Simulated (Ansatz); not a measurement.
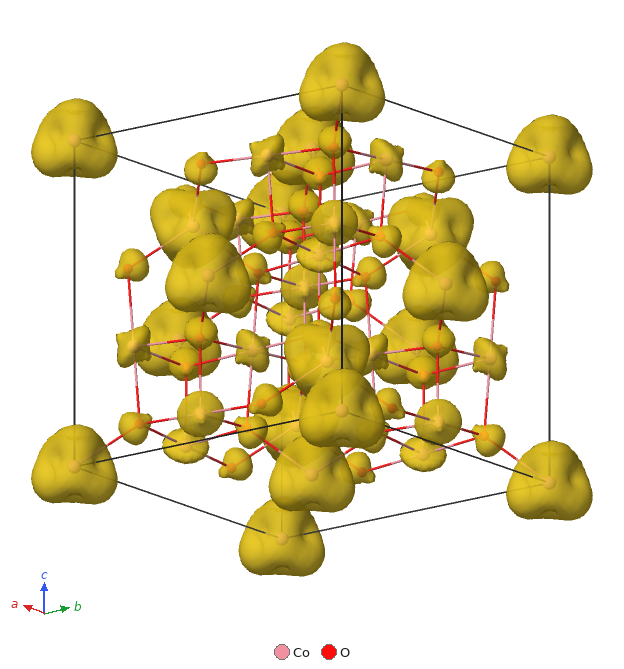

Figure. Co₃O₄. Isosurfaces of the spin density (up minus down) at +0.08 (yellow) and −0.08 e/Å³ (cyan), seen at an oblique angle. Sticks mark near contacts.

Space group Fd-3m; a structure from a database of computed crystals, not necessarily the ambient phase; the program warned that this state isn't the lowest known; spin-polarised.

Computed with DFT PBEsol, scalar-relativistic, plane waves, PAW in Ansatz 0.2.0.

The density is the valence pseudo-density of a PAW calculation; it isn't the true density close to the nuclei.

### Describe the spin distribution.

The spin density sits on Co: +2.1 μB (×8) in one cell of 56 atoms, with smaller moments on other sites: Co (up to +0.12 μB) and O (up to +0.08 μB): parallel moments (a ferromagnetic arrangement) in this solution. The cell of the calculation (14 atoms) carries 6.0 μB of net spin moment. Only one sign reaches the isovalue.
